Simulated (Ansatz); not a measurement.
BN

The calculation's input:

```
crystal:
  lattice:
    - [4.4389974929, 0.0, 0.0]
    - [0.0, 4.4389974929, 0.0]
    - [0.0, 0.0, 4.4389974929]
  atoms:
    - { symbol: B, position: [0.5, 0.0, 0.75] }
    - { symbol: B, position: [0.75, 0.5, 0.0] }
    - { symbol: B, position: [0.0, 0.75, 0.5] }
    - { symbol: B, position: [0.5, 0.0, 0.25] }
    - { symbol: B, position: [0.25, 0.5, 0.0] }
    - { symbol: B, position: [0.0, 0.25, 0.5] }
    - { symbol: "N", position: [0.0, 0.5, 0.75] }
    - { symbol: "N", position: [0.75, 0.0, 0.5] }
    - { symbol: "N", position: [0.5, 0.75, 0.0] }
    - { symbol: "N", position: [0.0, 0.5, 0.25] }
    - { symbol: "N", position: [0.25, 0.0, 0.5] }
    - { symbol: "N", position: [0.5, 0.25, 0.0] }
basis:
  ecutwfc: 420
kpoints:
  mp_grid: { grid: [6, 6, 6] }
hamiltonian:
  xc: pbe
scf:
  occupations: { method: gaussian, width: 0.02 }
output:
  forces: true
  stress: true
  eigenvalues: true
  write_density: true
  write_potential: true
  elf: true
  volumetric_format: npy
relax:
  adjacent_minimum: "off"
  f_tol: 0.01
  max_steps: 80
  cell: { stress_tol: 0.05 }
```

Run with:

```sh
ansatz run input.yaml --threads 1 --pin off --max-ram 2560MiB --backend cpu --events-out ev --progress --plain --runs-dir out
```

Below, planes, directions and counts refer to the conventional cell (a = 4.44 Å, b = 4.44 Å, c = 4.44 Å, α = 90.00°, β = 90.00°, γ = 90.00°).

The fields are those of the relaxed geometry.

Space group Pm-3n; a structure generated by program, which may or may not match a known phase.

Computed with Ansatz, DFT PBE, scalar-relativistic, plane waves, PAW.

In a PAW calculation such maps are meaningful between the atoms, not at the nuclei.

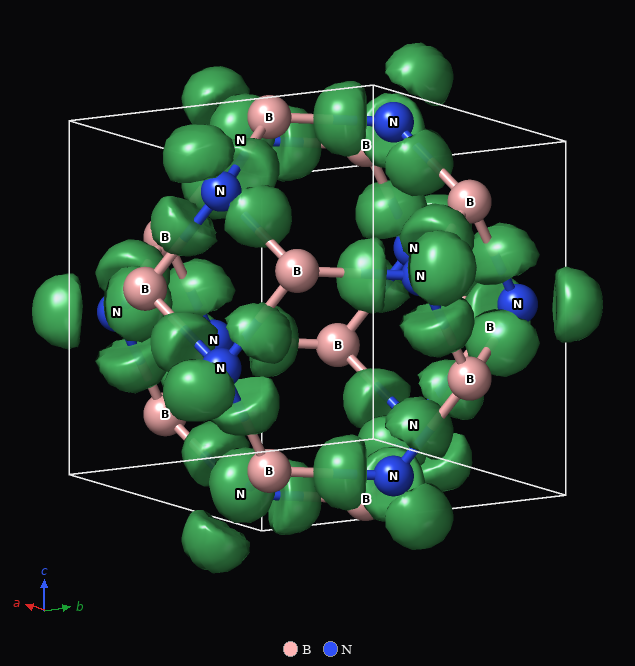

Figure 1. Isosurface of the electron localisation function at 0.8 (green), seen at an oblique angle. Core shells and regions of very low density are left out. Sticks mark near contacts.

Where are the electrons localised?

The ELF exceeds this value in 24 regions between bonded B–N atoms (shared pairs), counted in one cell of 12 atoms. Any copies at cell faces, edges or corners count once.


B–N (1.57 Å): the ELF peaks at about 0.90 between the atoms; a shared but strongly polarised pair.

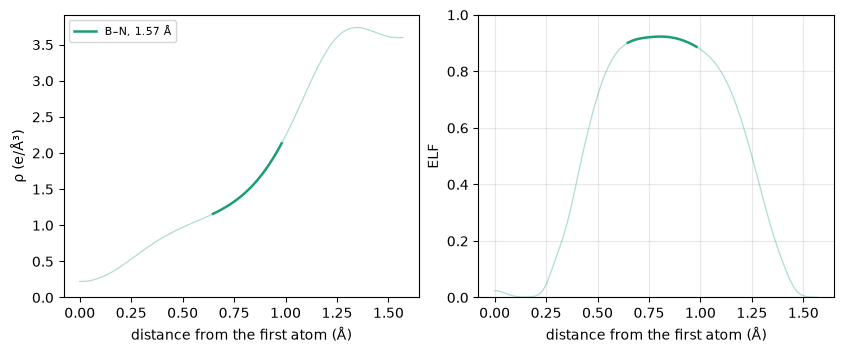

Figure 2. Valence electron density and electron localisation function along straight lines between neighbouring atoms. Thin, pale parts lie inside the atomic spheres.

What kind of bonding do the profiles show?

B–N (1.57 Å): the density is about 1.4 e/Å³ at the midpoint; the ELF peaks at about 0.90 between the atoms; a shared but strongly polarised pair.

Metal or insulator at this level of theory?

It is gapped, with a Kohn–Sham gap of 4.6 eV on the k-point mesh (the band edges may lie off the mesh, which would make the gap smaller).
